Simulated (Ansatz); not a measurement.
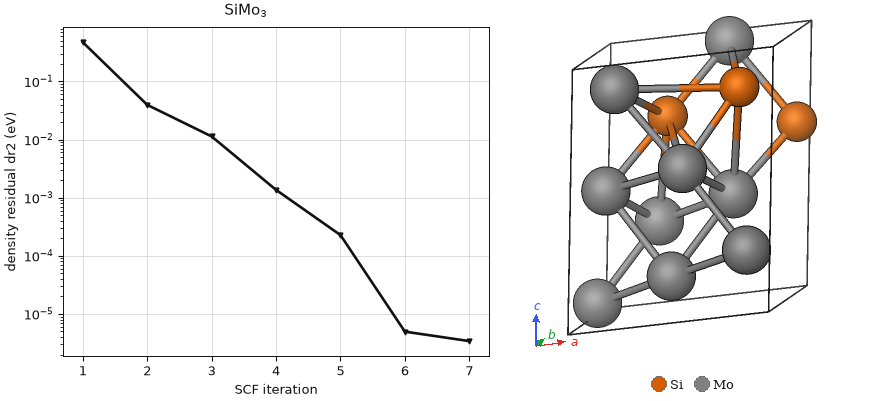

Beside the plot: the structure.

The plot shows the SCF iterations of a calculation: density residual dr2. The starting density is a sum of atomic densities corrected by a trained network.

SiMo₃ (amorphous cell, 12 atoms in the cell), run with Ansatz.

```
crystal:
  lattice:
    - [5.26147, -0.202661, 0.410822]
    - [-0.215966, 5.223186, 0.284593]
    - [0.404615, 0.27859, 6.658192]
  atoms:
    - { symbol: Si, position: [0.9567659757, 0.8863025609, 0.6330077243] }
    - { symbol: Si, position: [0.7741326641, 0.3150962696, 0.8363674277] }
    - { symbol: Si, position: [0.3654547301, 0.6006922946, 0.7346903517] }
    - { symbol: Mo, position: [0.5351994667, 0.1174229118, 0.5693739987] }
    - { symbol: Mo, position: [0.0334649722, 0.5896089573, 0.0581068094] }
    - { symbol: Mo, position: [0.1073665266, 0.3685303892, 0.4967018651] }
    - { symbol: Mo, position: [0.1956888305, 0.0840036659, 0.8999968998] }
    - { symbol: Mo, position: [0.6974194382, 0.6118206121, 0.4112570791] }
    - { symbol: Mo, position: [0.8654442452, 0.1007159799, 0.2346882459] }
    - { symbol: Mo, position: [0.2856274765, 0.8526914029, 0.3209057081] }
    - { symbol: Mo, position: [0.4452621954, 0.3487381839, 0.1484594158] }
    - { symbol: Mo, position: [0.6235157572, 0.8328987848, 0.9726703495] }
basis:
  ecutwfc: 420
kpoints:
  mp_grid: { grid: [9, 10, 8] }
hamiltonian:
  xc: pbe
scf:
  occupations: { method: tetrahedron_uncorrected }
output:
  forces: true
  eigenvalues: true
  stress: true
```

Launched with:
```bash
ansatz run input.yaml --threads 2 --pin off --max-ram 5120MiB --backend cpu --events-out ev --progress --plain --runs-dir out
```

> How did this run end?

It did not finish: the time limit cut it off after 7 iterations. The residual is still falling at the last step (down to 3 × 10⁻⁶).
